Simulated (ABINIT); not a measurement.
**Run report: MgS, dielectric calculation (part 1 of 2)**

- system: MgS (Fm-3m, 2 atoms in the cell)
- method: Kohn-Sham DFT of a periodic cell, PBE, PseudoDojo NC SR PBE v0.4.1 standard, no spin polarisation (ABINIT 10.8.3)

The structure derives from an entry of the Crystallography Open Database.

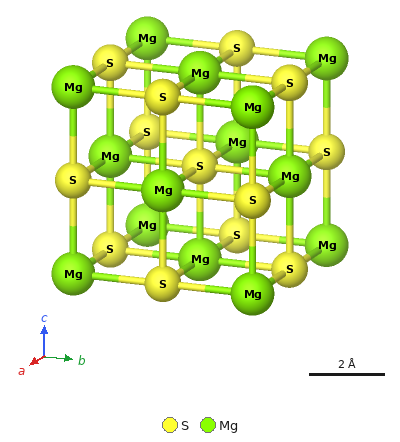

The input geometry (ball-and-stick view of the cell 4 times as large as that of the calculation, set on its symmetry axes, seen slightly off an axis). An atom can appear more than once, as a periodic image.

Input:
```
# Datasets
ndtset 3

# Pseudopotentials
pp_dirpath "./"
pseudos "S.upf, Mg.upf"

# Structure
acell 3*1.0
rprim
     0.0000000000     4.9164059721     4.9164059721
     4.9164059721     0.0000000000     4.9164059721
     4.9164059721     4.9164059721     0.0000000000
ntypat 2
znucl 16 12
natom 2
typat 1 2
xred
            1/2            1/2            1/2
            0.0            0.0            0.0

# Plane-wave basis
ecut 40.0

# k points
ngkpt 4 4 4
nshiftk 4
shiftk
     0.5000000000     0.5000000000     0.5000000000
     0.5000000000     0.0000000000     0.0000000000
     0.0000000000     0.5000000000     0.0000000000
     0.0000000000     0.0000000000     0.5000000000

# Exchange and correlation
ixc 11

# Bands and occupations
nband 8
occopt 1

# SCF cycle
nstep 80
diemac 6.0

# Output
prteig 0
prtebands 0
prtwf 0
prtden 0
prtpot 0

# Dataset 1: ground state
kptopt1 1
tolvrs1 1.0e-15
prtwf1 1

# Dataset 2: derivatives of the wave functions by k
iscf2 -3
rfelfd2 2
rfdir2 1 1 1
getwfk2 1
kptopt2 2
nqpt2 1
qpt2 0.0 0.0 0.0
tolwfr2 1.0e-18
prtwf2 1

# Dataset 3: response at q = 0 to electric field
rfelfd3 3
rfdir3 1 1 1
getwfk3 1
getddk3 2
kptopt3 2
nqpt3 1
qpt3 0.0 0.0 0.0
tolvrs3 1.0e-10
```

File mrgddb.in:
```
merged_DDB
MgS
2
runo_DS1_DDB
runo_DS3_DDB
```

File anaddb.abi:
```
ddb_filepath "merged_DDB"
output_file "anaddb.abo"
outdata_prefix "ana"
asr 1
chneut 1
dipdip 1
dieflag 2
enunit 0
```

Run on 4 threads of Arm Neoverse V2, 24 GiB of memory available, shared host.

Launch command:
```bash
mpirun --bind-to none -np 4 abinit run.abi > log 2>&1
mrgddb < mrgddb.in > mrgddb.log 2>&1
anaddb anaddb.abi > anaddb.log 2>&1
```

Output:
```
.Version 10.8.3 of ABINIT
 DATASET    1 : space group Fm -3 m (#225); Bravais cF (face-center cubic)
================================================================================
 Values of the parameters that define the memory need for DATASET  1.
     intxc =       0    ionmov =       0      iscf =       7    lmnmax =       6
     lnmax =       6     mgfft =      40  mpssoang =       3    mqgrid =    3001
     natom =       2  nloc_mem =       1    nspden =       1   nspinor =       1
    nsppol =       1      nsym =      48    n1xccc =    2501    ntypat =       2
    occopt =       1   xclevel =       2
       mpw =        2883          nfft =       64000          nkpt =          10
================================================================================
================================================================================

 DATASET    2 : space group Fm -3 m (#225); Bravais cF (face-center cubic)
================================================================================
 Values of the parameters that define the memory need for DATASET  2 (RF).
     intxc =       0      iscf =      -3    lmnmax =       6     lnmax =       6
     mgfft =      40  mpssoang =       3    mqgrid =    3001     natom =       2
  nloc_mem =       1    nspden =       1   nspinor =       1    nsppol =       1
      nsym =      48    n1xccc =    2501    ntypat =       2    occopt =       1
   xclevel =       2
      nfft =       64000          nkpt =         128
================================================================================
================================================================================

 DATASET    3 : space group Fm -3 m (#225); Bravais cF (face-center cubic)
================================================================================
 Values of the parameters that define the memory need for DATASET  3 (RF).
     intxc =       0      iscf =       7    lmnmax =       6     lnmax =       6
     mgfft =      40  mpssoang =       3    mqgrid =    3001     natom =       2
  nloc_mem =       1    nspden =       1   nspinor =       1    nsppol =       1
      nsym =      48    n1xccc =    2501    ntypat =       2    occopt =       1
   xclevel =       2
      nfft =       64000          nkpt =         128
================================================================================
================================================================================

--------------------------------------------------------------------------------
------------- Echo of variables that govern the present computation ------------
--------------------------------------------------------------------------------
 -outvars: echo values of preprocessed input variables --------
            acell      1.0000000000E+00  1.0000000000E+00  1.0000000000E+00 Bohr
              amu      3.20660000E+01  2.43050000E+01
           diemac      6.00000000E+00
             ecut      4.00000000E+01 Hartree
           getddk1          0
           getddk2          0
           getddk3          2
           getwfk1          0
           getwfk2          1
           getwfk3          1
             iscf1          7
             iscf2         -3
             iscf3          7
              ixc          11
           jdtset        1    2    3
                       outvar_i_n : Printing only first  50 k-points.
           kptopt1          1
           kptopt2          2
           kptopt3          2
         kptrlatt        4   -4    4     -4    4    4     -4   -4    4
          kptrlen      3.93312478E+01
            natom           2
            nband1          8
            nband2          8
            nband3          8
           ndtset           3
            ngfft          40      40      40
             nkpt1         10
             nkpt2        128
             nkpt3        128
             nqpt1          0
             nqpt2          1
             nqpt3          1
            nstep          80
             nsym          48
           ntypat           2
        optdriver1          0
        optdriver2          1
        optdriver3          1
           prtden           0
        prtebands           0
           prteig           0
            prtwf1          1
            prtwf2          1
            prtwf3          0
           rfelfd1          0
           rfelfd2          2
           rfelfd3          3
            rprim      0.0000000000E+00  4.9164059721E+00  4.9164059721E+00
                       4.9164059721E+00  0.0000000000E+00  4.9164059721E+00
                       4.9164059721E+00  4.9164059721E+00  0.0000000000E+00
           shiftk      5.00000000E-01  5.00000000E-01  5.00000000E-01
          spgroup         225
           tolvrs1     1.00000000E-15
           tolvrs2     0.00000000E+00
           tolvrs3     1.00000000E-10
           tolwfr1     0.00000000E+00
           tolwfr2     1.00000000E-18
           tolwfr3     0.00000000E+00
            typat      1  2
                       outvars : Printing only first  50 k-points.
           xangst      2.6016499982E+00  2.6016499982E+00  2.6016499982E+00
                       0.0000000000E+00  0.0000000000E+00  0.0000000000E+00
            xcart      4.9164059721E+00  4.9164059721E+00  4.9164059721E+00
                       0.0000000000E+00  0.0000000000E+00  0.0000000000E+00
             xred      5.0000000000E-01  5.0000000000E-01  5.0000000000E-01
                       0.0000000000E+00  0.0000000000E+00  0.0000000000E+00
            znucl       16.00000   12.00000

================================================================================

 chkinp: Checking input parameters for consistency, jdtset=   1.

 chkinp: Checking input parameters for consistency, jdtset=   2.

 chkinp: Checking input parameters for consistency, jdtset=   3.

================================================================================
== DATASET  1 ==================================================================

--- !DatasetInfo
iteration_state: {dtset: 1, }
dimensions: {natom: 2, nkpt: 10, mband: 8, nsppol: 1, nspinor: 1, nspden: 1, mpw: 2883, }
cutoff_energies: {ecut:  40.0, pawecutdg:  -1.0, }
electrons: {nelect:   1.60000000E+01, charge:   0.00000000E+00, occopt:   1.00000000E+00, tsmear:   1.00000000E-02, }
meta: {optdriver: 0, ionmov: 0, optcell: 0, iscf: 7, paral_kgb: 0, }
...

 Exchange-correlation functional for the present dataset will be:
  GGA: Perdew-Burke-Ernzerhof functional - ixc=11
  J.P.Perdew, K.Burke, M.Ernzerhof, PRL 77, 3865 (1996)

 Real(R)+Recip(G) space primitive vectors, cartesian coordinates (Bohr,Bohr^-1):
 R(1)=  0.0000000  4.9164060  4.9164060  G(1)= -0.1017003  0.1017003  0.1017003
 R(2)=  4.9164060  0.0000000  4.9164060  G(2)=  0.1017003 -0.1017003  0.1017003
 R(3)=  4.9164060  4.9164060  0.0000000  G(3)=  0.1017003  0.1017003 -0.1017003
 Unit cell volume ucvol=  2.3766937E+02 bohr^3
 Angles (23,13,12)=  6.00000000E+01  6.00000000E+01  6.00000000E+01 degrees

 getcut: wavevector=  0.0000  0.0000  0.0000  ngfft=  40  40  40
         ecut(hartree)=     40.000   => boxcut(ratio)=   2.02070

--- Pseudopotential description ------------------------------------------------
- pspini: atom type   1  psp file is ./S.upf
  16.00000   6.00000  171031                  znucl, zion, pspdat
12 -101130 2 -1 1146                          pspcod,pspxc,lmax,lloc,mmax
     nproj     2     2     2

- pspini: atom type   2  psp file is ./Mg.upf
  12.00000  10.00000  171031                  znucl, zion, pspdat
12 -101130 1 -1 1510                          pspcod,pspxc,lmax,lloc,mmax
     nproj     2     2     0

   2.91954374E+02                                ecore*ucvol(ha*bohr**3)
--------------------------------------------------------------------------------

================================================================================

--- !BeginCycle
iteration_state: {dtset: 1, }
solver: {iscf: 7, nstep: 80, nline: 4, wfoptalg: 0, }
tolerances: {tolvrs: 1.00E-15, }
...

     iter   Etot(hartree)      deltaE(h)  residm     vres2
 ETOT  1  -70.491671020530    -7.049E+01 1.537E-01 1.346E+02
 ETOT  2  -70.536485091624    -4.481E-02 1.486E-06 1.570E+01
 ETOT  3  -70.538444727770    -1.960E-03 1.620E-05 1.621E-01
 ETOT  4  -70.538454335811    -9.608E-06 6.207E-08 2.701E-03
 ETOT  5  -70.538454537741    -2.019E-07 6.489E-09 2.676E-04
 ETOT  6  -70.538454590756    -5.301E-08 9.734E-10 2.047E-06
 ETOT  7  -70.538454590996    -2.398E-10 2.890E-12 4.872E-08
 ETOT  8  -70.538454590995     8.242E-13 2.505E-14 2.154E-10
 ETOT  9  -70.538454591000    -5.244E-12 6.779E-17 8.092E-13
 ETOT 10  -70.538454591002    -1.918E-12 8.759E-19 2.134E-14
 ETOT 11  -70.538454590997     5.258E-12 1.367E-20 8.338E-17

 At SCF step   11       vres2   =  8.34E-17 < tolvrs=  1.00E-15 =>converged.

 Cartesian components of stress tensor (hartree/bohr^3)
  sigma(1 1)= -3.77417262E-05  sigma(3 2)=  0.00000000E+00
  sigma(2 2)= -3.77417262E-05  sigma(3 1)=  0.00000000E+00
  sigma(3 3)= -3.77417262E-05  sigma(2 1)=  0.00000000E+00

--- !ResultsGS
iteration_state: {dtset: 1, }
comment   : Summary of ground state results
lattice_vectors:
- [  0.0000000,   4.9164060,   4.9164060, ]
- [  4.9164060,   0.0000000,   4.9164060, ]
- [  4.9164060,   4.9164060,   0.0000000, ]
lattice_lengths: [   6.95285,    6.95285,    6.95285, ]
lattice_angles: [ 60.000,  60.000,  60.000, ] # degrees, (23, 13, 12)
lattice_volume:   2.3766937E+02
convergence: {deltae:  5.258E-12, res2:  8.338E-17, residm:  1.367E-20, diffor: null, }
etotal    :  -7.05384546E+01
entropy   :   0.00000000E+00
fermie    :   1.53500809E-01
cartesian_stress_tensor: # hartree/bohr^3
- [ -3.77417262E-05,   0.00000000E+00,   0.00000000E+00, ]
- [  0.00000000E+00,  -3.77417262E-05,   0.00000000E+00, ]
- [  0.00000000E+00,   0.00000000E+00,  -3.77417262E-05, ]
pressure_GPa:   1.1104E+00
xred      :
- [  5.0000E-01,   5.0000E-01,   5.0000E-01,  S]
- [  0.0000E+00,   0.0000E+00,   0.0000E+00, Mg]
cartesian_forces: # hartree/bohr
- [ -0.00000000E+00,  -0.00000000E+00,  -0.00000000E+00, ]
- [ -0.00000000E+00,  -0.00000000E+00,  -0.00000000E+00, ]
force_length_stats: {min:   0.00000000E+00, max:   0.00000000E+00, mean:   0.00000000E+00, }
...

 Integrated electronic density in atomic spheres:
 ------------------------------------------------
 Atom  Sphere_radius  Integrated_density
    1        2.00000          3.96583515
    2        2.00000          8.26262145
================================================================================

 ----iterations are completed or convergence reached----

 Mean square residual over all n,k,spin=   40.218E-22; max=  13.669E-21
 reduced coordinates (array xred) for    2 atoms
       0.500000000000      0.500000000000      0.500000000000
       0.000000000000      0.000000000000      0.000000000000
 rms dE/dt=  0.0000E+00; max dE/dt=  0.0000E+00; dE/dt below (all hartree)
    1       0.000000000000      0.000000000000      0.000000000000
    2       0.000000000000      0.000000000000      0.000000000000

 cartesian coordinates (angstrom) at end:
    1      2.60164999821774     2.60164999821774     2.60164999821774
    2      0.00000000000000     0.00000000000000     0.00000000000000

 cartesian forces (hartree/bohr) at end:
    1     -0.00000000000000    -0.00000000000000    -0.00000000000000
    2     -0.00000000000000    -0.00000000000000    -0.00000000000000
 frms,max,avg= 0.0000000E+00 0.0000000E+00   0.000E+00  0.000E+00  0.000E+00 h/b

 cartesian forces (eV/Angstrom) at end:
    1     -0.00000000000000    -0.00000000000000    -0.00000000000000
    2     -0.00000000000000    -0.00000000000000    -0.00000000000000
 frms,max,avg= 0.0000000E+00 0.0000000E+00   0.000E+00  0.000E+00  0.000E+00 e/A
 length scales=  1.000000000000  1.000000000000  1.000000000000 bohr
              =  0.529177210544  0.529177210544  0.529177210544 angstroms
 Fermi (or HOMO) energy (hartree) =   0.15350   Average Vxc (hartree)=  -0.36422
 Eigenvalues (hartree) for nkpt=  10  k points:
 kpt#   1, nband=  8, wtk=  0.09375, kpt= -0.1250 -0.2500  0.0000 (reduced coord)
  -2.59077   -1.36909   -1.36902   -1.36902   -0.28896    0.07217    0.13489    0.13693
 prteigrs : prtvol=0 or 1, do not print more k-points.

--- !EnergyTerms
iteration_state     : {dtset: 1, }
comment             : Components of total free energy in Hartree
kinetic             :  3.78820060588900E+01
hartree             :  2.22111119909475E+01
xc                  : -1.11743187849582E+01
Ewald energy        : -3.83567382627565E+01
psp_core            :  1.22840557233117E+00
local_psp           : -6.57850120927934E+01
non_local_psp       : -1.65439090726576E+01
total_energy        : -7.05384545909970E+01
total_energy_eV     : -1.91944913307021E+03
band_energy         : -1.34523350964649E+01
...

 Cartesian components of stress tensor (hartree/bohr^3)
  sigma(1 1)= -3.77417262E-05  sigma(3 2)=  0.00000000E+00
  sigma(2 2)= -3.77417262E-05  sigma(3 1)=  0.00000000E+00
  sigma(3 3)= -3.77417262E-05  sigma(2 1)=  0.00000000E+00

-Cartesian components of stress tensor (GPa)         [Pressure=  1.1104E+00 GPa]
- sigma(1 1)= -1.11039992E+00  sigma(3 2)=  0.00000000E+00
- sigma(2 2)= -1.11039992E+00  sigma(3 1)=  0.00000000E+00
- sigma(3 3)= -1.11039992E+00  sigma(2 1)=  0.00000000E+00
```
